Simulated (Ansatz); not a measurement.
# SnO2 with one O vacancy: vacancy hop

Aim: the minimum-energy path and barrier of the vacancy hop. The ends are relaxed first, then joined by a nudged elastic band. Host space group Pnnm, cell charge +2.

Method: DFT PBEsol, plane waves, PAW, scalar-relativistic, no spin polarisation, in Ansatz 0.2.0.

### Step 1. The system as given

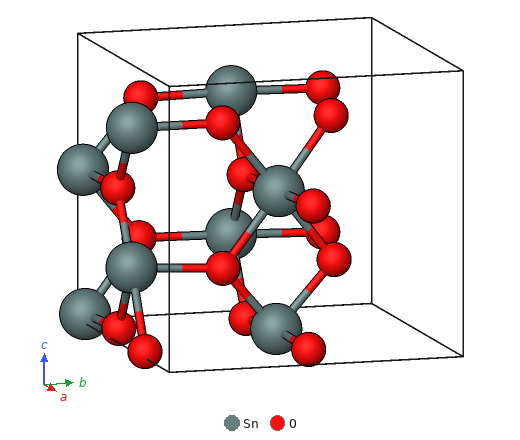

Start, viewed slightly off an axis; tin teal, oxygen red. Each atom of the cell is drawn once.

Coordinates:

```xyz
23
Lattice="-4.7880 -4.8666 0.0000 4.7880 -4.8666 0.0000 0.0000 0.0000 6.4818" Properties=species:S:1:pos:R:3 pbc="T T T"
Sn    2.3654   -2.4118    1.6414
Sn    0.0186   -4.8069    0.0825
O     1.4160   -3.3005   -0.0384
O     3.7421   -3.9953    1.6020
O    -3.8167   -5.7013    1.6496
O    -1.3918   -6.3774   -0.0158
Sn    2.3708   -2.4142    4.8815
Sn    0.0010   -4.8803    3.2169
O     1.3420   -3.2906    3.2347
O     3.7829   -3.9736    4.8630
O    -3.8261   -5.7470    4.8268
O    -1.3852   -6.4904    3.2462
Sn   -2.3537   -2.4166    1.6534
Sn   -0.0141    0.0032    0.0078
O     1.4391   -8.1518   -0.0130
O    -0.9984   -4.0023    1.5527
O     0.9608   -5.7671    1.5866
O    -1.3542   -1.5619    0.0356
Sn   -2.3792   -2.4402    4.8283
Sn   -0.0226    0.0545    3.2753
O    -1.0467   -4.0198    4.8609
O     0.9803   -5.6821    4.8423
O    -1.3588   -1.5365    3.2217
```

### Step 2. Relaxing end A

input.yaml reads:

```yaml
crystal:
  lattice:
    - [-4.788004, -4.866582, 0.0]
    - [4.788004, -4.866582, 0.0]
    - [0.0, 0.0, 6.481796]
  atoms:
    - { symbol: Sn, position: [0.0007783, 0.4947962, 0.2532284] }
    - { symbol: Sn, position: [0.4919212, 0.4958125, 0.0127319] }
    - { symbol: O, position: [0.1912299, 0.4869663, -0.0059288] }
    - { symbol: O, position: [0.0197034, 0.8012628, 0.2471523] }
    - { symbol: O, position: [0.9843251, 0.1871899, 0.2544947] }
    - { symbol: O, position: [0.800569, 0.5098845, -0.0024425] }
    - { symbol: Sn, position: [0.0004616, 0.4956235, 0.753103] }
    - { symbol: Sn, position: [0.5012992, 0.5015157, 0.4962988] }
    - { symbol: O, position: [0.1979411, 0.4782297, 0.4990417] }
    - { symbol: O, position: [0.0132196, 0.8032886, 0.7502506] }
    - { symbol: O, position: [0.990009, 0.1908989, 0.7446743] }
    - { symbol: O, position: [0.8114899, 0.5221775, 0.5008229] }
    - { symbol: Sn, position: [0.4940772, 0.0024841, 0.2550894] }
    - { symbol: Sn, position: [0.0011451, -0.0018035, 0.001196] }
    - { symbol: O, position: [0.6872487, 0.9878049, -0.0020008] }
    - { symbol: O, position: [0.5154624, 0.3069467, 0.2395407] }
    - { symbol: O, position: [0.492191, 0.6928573, 0.244771] }
    - { symbol: O, position: [0.3018914, 0.0190616, 0.0054887] }
    - { symbol: Sn, position: [0.4991673, 0.0022625, 0.7449075] }
    - { symbol: Sn, position: [-0.0032425, -0.0079562, 0.5053028] }
    - { symbol: O, position: [0.5222996, 0.3037012, 0.7499253] }
    - { symbol: O, position: [0.4814166, 0.6861506, 0.7470645] }
    - { symbol: O, position: [0.299753, 0.015965, 0.4970367] }
total_charge: 2
basis:
  ecutwfc: 420.0
kpoints:
  mp_grid: { grid: [2, 2, 2] }
hamiltonian:
  xc: pbesol
  pseudopotentials: { kind: paw, azcp: { folder: soft_1 } }
scf:
  occupations: { method: fermi_dirac, width: 0.05 }
  lower_state_search: "off"
relax:
  f_tol: 0.03
  max_steps: 60
  adjacent_minimum: "off"
```

Launch:

```console
$ ansatz run input.yaml --threads 2 --pin off --max-ram 5120MiB --backend cpu --events-out ev --progress --plain --runs-dir out
```

What it wrote, cut to the lines that bear on the results:

```text
Warning: <dir> the record states the generating functional pbe (its physics header spells it `PBE`), which answers neither for hamiltonian.xc's functional nor for the pbesol family's — results may be inconsistent (PPs are generated against a specific XC)
[...]
Warning: RAYON_NUM_THREADS=2 ignored (pool sized by the plan → 2); use --threads N
[...]
Pseudopotentials: kind: paw
Pseudopotential: Sn, paw, valence charge 14, recommended cutoff 420 eV (normal), <dir>
Pseudopotential: O, paw, valence charge 6, recommended cutoff 420 eV (normal), <dir>
Functional definition: PBEsol
[...]
Crystal: 23 atoms, lattice volume = 302.067 Å³
Basis set: ecut = 420 eV, 5917 PW (Γ), exchange–correlation on 96×96×90 points (8 copies of the dense FFT grid, shifted against one another)
Bands: 123, of which v1, the nominal top of the filled ones, is band 100 counted from 1 (99 counted from 0)
Symmetry: 1 space group operations
Space group: P1 (ITA 1), of the structure as read, at distance tolerance 6.7e-5 Å
k-points: 8
[...]
SCF iter   1: F=—  HF=-56032.806741 eV  |F-HF|=—  |Δ(HF+E_count)|=         —  Δρ=7.72e-2  dr2=1.47e1  ethr=3.10e-3  ⟨swp⟩=5.2  Hψ=3854  notcnv=0  defer=71
[...]
relax step   1: F+E_penalty+E_count = -56028.04021457 eV  Δ(F+E_penalty+E_count) = +0.000e0 eV  max|allowed force component| = 3.339e0 eV/Å  Δτ_max = 0.0000 Å  (7 SCF iters, dr2 threshold 2.25e-5 eV, accepted)
[...]
relax step   2: F+E_penalty+E_count = -56029.61945237 eV  Δ(F+E_penalty+E_count) = -1.579e0 eV  max|allowed force component| = 1.385e0 eV/Å  Δτ_max = 0.1999 Å  (8 SCF iters, dr2 threshold 1.00e-4 eV, accepted)
[...]
SCF iter   7: F=-56029.872939 eV  HF=-56029.872946 eV  |F-HF|=6.93e-6  |Δ(HF+E_count)|=   2.35e-6  Δρ=5.08e-5  dr2=8.59e-6  ethr=1.81e-8  ⟨swp⟩=4.0  Hψ=2826  notcnv=0
```

### Step 3. The output, continued: end point A relaxed

The log, continued, cut to the lines that bear on the results:

```text
[...]
relax step   3: F+E_penalty+E_count = -56029.87293926 eV  Δ(F+E_penalty+E_count) = -2.535e-1 eV  max|allowed force component| = 7.064e-1 eV/Å  Δτ_max = 0.1233 Å  (7 SCF iters, dr2 threshold 1.00e-4 eV, accepted)
[...]
relax step   5: F+E_penalty+E_count = -56029.91308760 eV  Δ(F+E_penalty+E_count) = -9.890e-6 eV  max|allowed force component| = 3.606e-2 eV/Å  Δτ_max = 0.0000 Å  (5 SCF iters, accepted)
[...]
relax step   6: F+E_penalty+E_count = -56029.91352176 eV  Δ(F+E_penalty+E_count) = -4.342e-4 eV  max|allowed force component| = 4.757e-3 eV/Å  Δτ_max = 0.0084 Å  (6 SCF iters, accepted)
SCF converged after 6 iterations
Free energy (F): -56029.913522 eV
[...]
E sigma→0 (E₀):  -56029.904882 eV
Entropy (-TS):   -0.017280 eV (-0.751 meV/atom)
Fermi energy:    8.327715 eV
[...]
--- Forces (eV/Å), atoms counted from 1 ---
  atom   1  Sn    -0.00084188    -0.00013686    -0.00202099
[...]
    - { symbol: Sn, position: [0.48114342849623737, -0.001481374583312628, 0.2307657062754185] }
    - { symbol: Sn, position: [-0.01674089457325655, -0.00018604165034204895, -0.00035652730814291167] }
    - { symbol: O, position: [0.6827302577716001, 0.9948122272059865, -0.0003854429029488134] }
    - { symbol: O, position: [0.5096167655148967, 0.29874891003818294, 0.2519445765382474] }
    - { symbol: O, position: [0.5026101495505407, 0.6969852492777199, 0.2516308143161264] }
    - { symbol: O, position: [0.28689596203957324, 0.0014427133495153732, -0.0003420409805271483] }
    - { symbol: Sn, position: [0.48110863034757934, -0.0014799269621083577, 0.7685157284409486] }
    - { symbol: Sn, position: [0.03468929188736219, -0.000735368048047233, 0.49963918256065465] }
    - { symbol: O, position: [0.5095899595775669, 0.29874506570853154, 0.7473406642406758] }
    - { symbol: O, position: [0.5025827654282194, 0.6969908775681156, 0.7476474978300867] }
    - { symbol: O, position: [0.33598685115906834, 0.001429002476533242, 0.499625498556713] }
```

Run time: 47 s. Hardware: 2 threads of Arm Neoverse V1, shared host; peak memory 0.78 GiB.

Relaxation path:

| step | energy from step 1 (eV/cell) | largest force component (eV/Å) |
| --- | --- | --- |
| 1 | 0.0000 | 3.3390 |
| 2 | -1.5792 | 1.3855 |
| 3 | -1.8327 | 0.7064 |
| 4 | -1.8729 | 0.0373 |
| 5 | -1.8729 | 0.0361 |
| 6 | -1.8733 | 0.0048 |

Step 1 is the start. Step 5 solves the same geometry again.

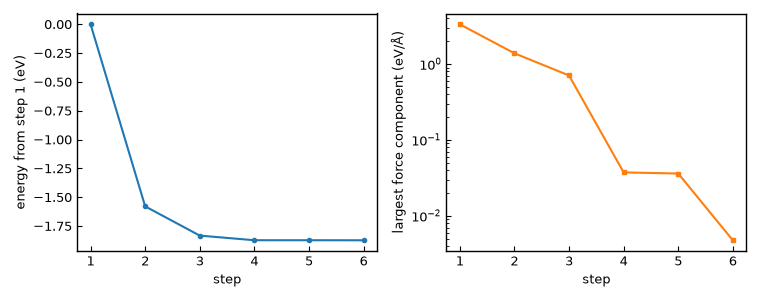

How energy and force went from step to step.

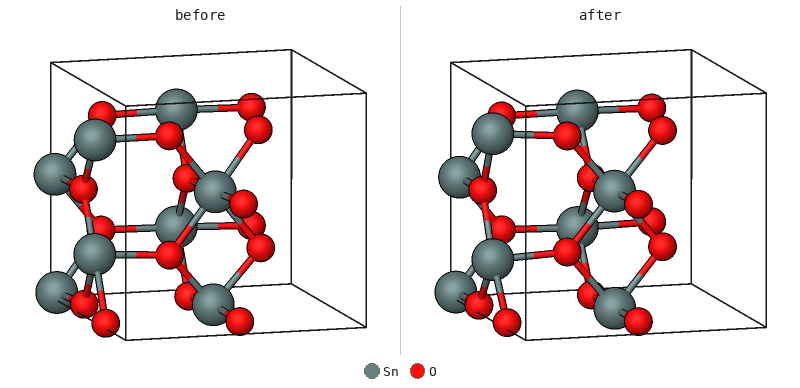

The structure before (left) and after (right), drawn at the same scale. Each atom of the cell is drawn once.

The largest move, 0.27 Å, is shared by several atoms, Sn20 among them.

### Step 4. Relaxing end B

The second end starts from a geometry with the move made by hand.

input.yaml reads:

```yaml
crystal:
  lattice:
    - [-4.788004, -4.866582, 0.0]
    - [4.788004, -4.866582, 0.0]
    - [0.0, 0.0, 6.481796]
  atoms:
    - { symbol: Sn, position: [0.0, 0.5, 0.25] }
    - { symbol: Sn, position: [0.5, 0.5, 0.0] }
    - { symbol: O, position: [0.1935515, 0.4854065, 0.0] }
    - { symbol: O, position: [0.0145935, 0.8064485, 0.25] }
    - { symbol: O, position: [0.9854065, 0.1935515, 0.25] }
    - { symbol: O, position: [0.8064485, 0.5145935, 0.0] }
    - { symbol: Sn, position: [0.0, 0.5, 0.75] }
    - { symbol: Sn, position: [0.5, 0.5, 0.5] }
    - { symbol: O, position: [0.1935515, 0.4854065, 0.5] }
    - { symbol: O, position: [0.0145935, 0.8064485, 0.75] }
    - { symbol: O, position: [0.9854065, 0.1935515, 0.75] }
    - { symbol: O, position: [0.8064485, 0.5145935, 0.5] }
    - { symbol: Sn, position: [0.5, 0.0, 0.25] }
    - { symbol: Sn, position: [0.0, 0.0, 0.0] }
    - { symbol: O, position: [0.6935515, 0.9854065, 0.0] }
    - { symbol: O, position: [0.5145935, 0.3064485, 0.25] }
    - { symbol: O, position: [0.4854065, 0.6935515, 0.25] }
    - { symbol: O, position: [0.3064485, 0.0145935, 0.0] }
    - { symbol: Sn, position: [0.5, 0.0, 0.75] }
    - { symbol: Sn, position: [0.0, 0.0, 0.5] }
    - { symbol: O, position: [0.5145935, 0.3064485, 0.75] }
    - { symbol: O, position: [0.4854065, 0.6935515, 0.75] }
    - { symbol: O, position: [0.6935515, -0.0145935, 0.5] }
total_charge: 2
basis:
  ecutwfc: 420.0
kpoints:
  mp_grid: { grid: [2, 2, 2] }
hamiltonian:
  xc: pbesol
  pseudopotentials: { kind: paw, azcp: { folder: soft_1 } }
scf:
  occupations: { method: fermi_dirac, width: 0.05 }
  lower_state_search: "off"
relax:
  f_tol: 0.03
  max_steps: 60
  adjacent_minimum: "off"
```

Launch:

```console
$ ansatz run input.yaml --threads 2 --pin off --max-ram 5120MiB --backend cpu --events-out ev --progress --plain --runs-dir out
```

What it wrote, cut to the lines that bear on the results:

```text
Warning: <dir> the record states the generating functional pbe (its physics header spells it `PBE`), which answers neither for hamiltonian.xc's functional nor for the pbesol family's — results may be inconsistent (PPs are generated against a specific XC)
[...]
Warning: RAYON_NUM_THREADS=2 ignored (pool sized by the plan → 2); use --threads N
[...]
[... 4 set-up lines as earlier in the session ...]
[...]
Crystal: 23 atoms, lattice volume = 302.067 Å³
Basis set: ecut = 420 eV, 5917 PW (Γ), exchange–correlation on 96×96×90 points (8 copies of the dense FFT grid, shifted against one another)
Bands: 123, of which v1, the nominal top of the filled ones, is band 100 counted from 1 (99 counted from 0)
Symmetry: 2 space group operations
Space group: Pm (ITA 6), of the structure as read, at distance tolerance 6.7e-5 Å
k-points: 8
[...]
    - { symbol: O, position: [1.0061848110080605, 0.18731549688830862, 0.7429527043649977] }
    - { symbol: O, position: [0.803660420999627, 0.5023655021609823, 0.5] }
    - { symbol: Sn, position: [0.5183632458034041, -0.00018064496179082123, 0.2311070276138425] }
    - { symbol: Sn, position: [0.016205580054269624, -0.0014850409997579162, 5.090789254007974e-20] }
    - { symbol: O, position: [0.7125703308521117, 0.9967277510658908, 5.090789254007974e-20] }
    - { symbol: O, position: [0.4971474057953331, 0.3013404548362929, 0.25204012612728505] }
    - { symbol: O, position: [0.48976173378375437, 0.6995965294834077, 0.25225497440998323] }
    - { symbol: O, position: [0.3167267695451427, 0.0036478984402116, 5.090789254007974e-20] }
    - { symbol: Sn, position: [0.5183632458034041, -0.00018064496179082123, 0.7688929723861576] }
    - { symbol: Sn, position: [-0.03527310301535577, -0.0010381171512393698, 0.5] }
    - { symbol: O, position: [0.4971474057953331, 0.3013404548362929, 0.747959873872715] }
    - { symbol: O, position: [0.48976173378375437, 0.6995965294834077, 0.7477450255900169] }
    - { symbol: O, position: [0.6634204037321014, -0.003352079768716043, 0.5] }
```

Wall time 39 s (2 threads of Arm Neoverse V1, shared host); peak memory 0.78 GiB.

Step by step:

| step | energy from step 1 (eV/cell) | largest force component (eV/Å) |
| --- | --- | --- |
| 1 | 0.0000 | 2.3324 |
| 2 | -1.0350 | 0.9471 |
| 3 | -1.1672 | 0.2933 |
| 4 | -1.1894 | 0.0315 |
| 5 | -1.1899 | 0.0056 |

Step 1 is the start.

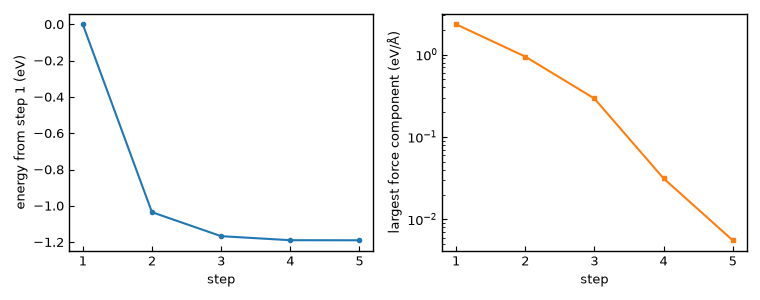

How energy and force went from step to step.

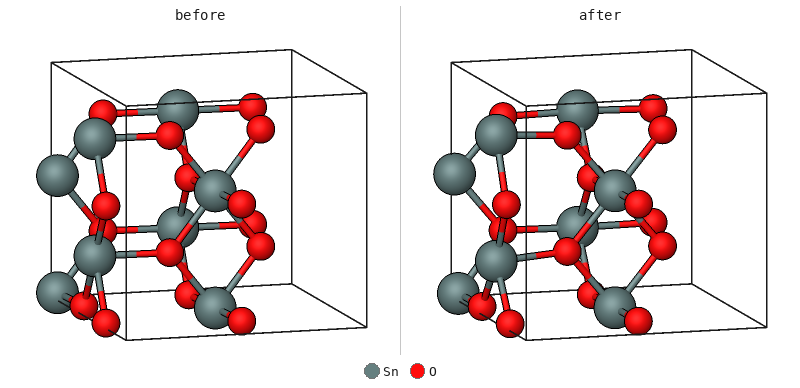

The structure before (left) and after (right), drawn at the same scale. Each atom of the cell is drawn once.

Largest move: Sn20, 0.24 Å.

### Step 5. The band

crystal.atoms is end A as relaxed above, and neb.final_atoms is end B. With 5 inner images the band has 7 in all.

input.yaml reads:

```yaml
crystal:
  lattice:
    - [-4.788004, -4.866582, 0.0]
    - [4.788004, -4.866582, 0.0]
    - [0.0, 0.0, 6.481796]
  atoms:
    - { symbol: Sn, position: [0.00053843, 0.49939311, 0.25095321] }
    - { symbol: Sn, position: [0.50465548, 0.49801941, -0.00037711] }
    - { symbol: O, position: [0.19652283, 0.49674868, -0.00034795] }
    - { symbol: O, position: [-0.00697279, 0.81094303, 0.25669487] }
    - { symbol: O, position: [0.99066174, 0.18822187, 0.25654528] }
    - { symbol: O, position: [0.81003914, 0.50108593, -0.00036105] }
    - { symbol: Sn, position: [0.00052506, 0.49940236, 0.74833822] }
    - { symbol: Sn, position: [0.5017413, 0.49807694, 0.49964479] }
    - { symbol: O, position: [0.19581954, 0.49608978, 0.49964029] }
    - { symbol: O, position: [-0.00688957, 0.81094147, 0.74259945] }
    - { symbol: O, position: [0.99075069, 0.1882208, 0.74274461] }
    - { symbol: O, position: [0.80675209, 0.50270558, 0.49964882] }
    - { symbol: Sn, position: [0.48114343, -0.00148137, 0.23076571] }
    - { symbol: Sn, position: [-0.01674089, -0.00018604, -0.00035653] }
    - { symbol: O, position: [0.68273026, 0.99481223, -0.00038544] }
    - { symbol: O, position: [0.50961677, 0.29874891, 0.25194458] }
    - { symbol: O, position: [0.50261015, 0.69698525, 0.25163081] }
    - { symbol: O, position: [0.28689596, 0.00144271, -0.00034204] }
    - { symbol: Sn, position: [0.48110863, -0.00147993, 0.76851573] }
    - { symbol: Sn, position: [0.03468929, -0.00073537, 0.49963918] }
    - { symbol: O, position: [0.50958996, 0.29874507, 0.74734066] }
    - { symbol: O, position: [0.50258277, 0.69699088, 0.7476475] }
    - { symbol: O, position: [0.33598685, 0.001429, 0.4996255] }
total_charge: 2
basis:
  ecutwfc: 420.0
kpoints:
  mp_grid: { grid: [2, 2, 2] }
hamiltonian:
  xc: pbesol
  pseudopotentials: { kind: paw, azcp: { folder: soft_1 } }
scf:
  occupations: { method: fermi_dirac, width: 0.05 }
  lower_state_search: "off"
neb:
  images: 5
  f_tol: 0.03
  initial_path: linear
  max_iterations: 76
  final_atoms:
    - { symbol: Sn, position: [-0.00110603, 0.49888138, 0.25130937] }
    - { symbol: Sn, position: [0.49486994, 0.50025767, 0.0] }
    - { symbol: O, position: [0.1894701, 0.496906, 0.0] }
    - { symbol: O, position: [0.00885585, 0.81006724, 0.25688656] }
    - { symbol: O, position: [1.00618481, 0.1873155, 0.2570473] }
    - { symbol: O, position: [0.80298641, 0.50164782, 0.0] }
    - { symbol: Sn, position: [-0.00110603, 0.49888138, 0.74869063] }
    - { symbol: Sn, position: [0.49775688, 0.50035798, 0.5] }
    - { symbol: O, position: [0.19274374, 0.4953302, 0.5] }
    - { symbol: O, position: [0.00885585, 0.81006724, 0.74311344] }
    - { symbol: O, position: [1.00618481, 0.1873155, 0.7429527] }
    - { symbol: O, position: [0.80366042, 0.5023655, 0.5] }
    - { symbol: Sn, position: [0.51836325, -0.00018064, 0.23110703] }
    - { symbol: Sn, position: [0.01620558, -0.00148504, 0.0] }
    - { symbol: O, position: [0.71257033, 0.99672775, 0.0] }
    - { symbol: O, position: [0.49714741, 0.30134045, 0.25204013] }
    - { symbol: O, position: [0.48976173, 0.69959653, 0.25225497] }
    - { symbol: O, position: [0.31672677, 0.0036479, 0.0] }
    - { symbol: Sn, position: [0.51836325, -0.00018064, 0.76889297] }
    - { symbol: Sn, position: [-0.0352731, -0.00103812, 0.5] }
    - { symbol: O, position: [0.49714741, 0.30134045, 0.74795987] }
    - { symbol: O, position: [0.48976173, 0.69959653, 0.74774503] }
    - { symbol: O, position: [0.6634204, -0.00335208, 0.5] }
  order_check: true
```

Launch:

```console
$ ansatz run input.yaml --threads 2 --pin off --max-ram 5120MiB --backend cpu --events-out ev --progress --plain --runs-dir out
```

What it wrote, cut to the lines that bear on the results:

```text
Warning: neb: disabling space-group detection — the band's intermediate images generally break the endpoint symmetry, so no spatial operation reduces the k-mesh or symmetrises the density, except that a semilocal band can use its path's symmetry ahead of convergence; time reversal is [...]
Warning: <dir> the record states the generating functional pbe (its physics header spells it `PBE`), which answers neither for hamiltonian.xc's functional nor for the pbesol family's — results may be inconsistent (PPs are generated against a specific XC)
[...]
Warning: RAYON_NUM_THREADS=2 ignored (pool sized by the plan → 2); use --threads N
[...]
[... 4 set-up lines as earlier in the session ...]
[...]
parallel-image band execution: 2 concurrent image workers
NEB image 0
Crystal: 23 atoms, lattice volume = 302.067 Å³
Basis set: ecut = 420 eV, 5917 PW (Γ), exchange–correlation on 96×96×90 points (8 copies of the dense FFT grid, shifted against one another)
[...]
NEB image 2
[...]
NEB image 3
[...]
NEB image 4
NEB image 5
[...]
NEB iter   1: max|band force component| = 5.734e0 eV/Å  barrier→ = 2.5818 eV  barrier← = 2.5817 eV  Δτ_max = 0.0825 Å  (63 SCF iters)
[...]
NEB iter   4: max|band force component| = 4.962e-2 eV/Å  barrier→ = 1.9953 eV  barrier← = 1.9952 eV  CI = image 3  Δτ_max = 0.0018 Å  (34 SCF iters)
[...]
NEB iter   7: max|band force component| = 2.093e-1 eV/Å  barrier→ = 1.9721 eV  barrier← = 1.9721 eV  CI = image 3  Δτ_max = 0.0777 Å  (40 SCF iters)
[...]
NEB iter  10: max|band force component| = 1.030e-1 eV/Å  barrier→ = 1.9283 eV  barrier← = 1.9282 eV  CI = image 3  Δτ_max = 0.0167 Å  (38 SCF iters)
NEB iter  11: max|band force component| = 5.240e-2 eV/Å  barrier→ = 1.9263 eV  barrier← = 1.9263 eV  CI = image 3  Δτ_max = 0.0071 Å  (33 SCF iters)
NEB iter  12: max|band force component| = 2.645e-2 eV/Å  barrier→ = 1.9258 eV  barrier← = 1.9258 eV  CI = image 3  Δτ_max = 0.0025 Å  (29 SCF iters)
NEB image 3
[...]
NEB image 1
NSCF: frozen V_eff on 8 k-points
NEB image 2
NSCF: frozen V_eff on 8 k-points
NEB image 4
NSCF: frozen V_eff on 8 k-points
NEB image 5
NSCF: frozen V_eff on 8 k-points
NEB image 3
NSCF: frozen V_eff on 8 k-points
[...]
NEB image 3, as the band closes
NEB point 1 about image 3
[...]
NEB point 2 about image 3
[...]
NEB point 3 about image 3
[...]
NEB point 4 about image 3
[...]
```

### Step 6. The output, continued: band between the two ends

The log, continued, cut to the lines that bear on the results:

```text
NEB point 5 about image 3
[...]
NEB point 6 about image 3
[...]
NEB point 7 about image 3
[...]
NEB point 8 about image 3
[...]
NEB point 9 about image 3
[...]
NEB point 10 about image 3
[...]
NEB point 11 about image 3
[...]
NEB point 12 about image 3
[...]
NEB point 13 about image 3
[...]
NEB point 14 about image 3
[...]
NEB point 15 about image 3
[...]
NEB point 16 about image 3
[...]
NEB point 17 about image 3
[...]
NEB point between images 0 and 1
[...]
NEB point between images 1 and 2
[...]
NEB point between images 2 and 3
[...]
NEB point between images 3 and 4
[...]
NEB point between images 4 and 5
[...]
NEB point between images 5 and 6
[...]
NEB point between images 0 and 1
[...]
NEB point between images 0 and 1
[...]
NEB point between images 1 and 2
[...]
NEB point between images 1 and 2
[...]
NEB point between images 4 and 5
[...]
NEB point between images 4 and 5
[...]
    - { symbol: Sn, position: [0.499684663478129, -0.01277305985654778, 0.22211707402429987] }
    - { symbol: Sn, position: [-0.00031420166764306394, -0.003792369243387937, -0.00016784580834669824] }
    - { symbol: O, position: [0.7027140866881586, 0.9855915345755096, 1.67184869247998e-5] }
    - { symbol: O, position: [0.5027716593896115, 0.30169368911620464, 0.23374812266810668] }
    - { symbol: O, position: [0.4970039435580283, 0.6907486745798429, 0.2546259034245541] }
    - { symbol: O, position: [0.29700932986730744, -0.009201691241361137, -0.0004138863168813778] }
    - { symbol: Sn, position: [0.5001863414326251, -0.012817026322627989, 0.7775044439461138] }
    - { symbol: Sn, position: [-0.001082178146316623, 0.007303220342270081, 0.4997942643950528] }
    - { symbol: O, position: [0.5030451842674575, 0.3017311042274362, 0.7659131521182236] }
    - { symbol: O, position: [0.4971755857542104, 0.6907302584269654, 0.7450423412588443] }
    - { symbol: O, position: [0.4995359841290432, 0.05533810410758064, 0.49981846817107384] }
```

Wall time 20 min (2 threads of Arm Neoverse V1, shared host); peak memory 1.7 GiB.

(Part 1 of 2 ends here.)
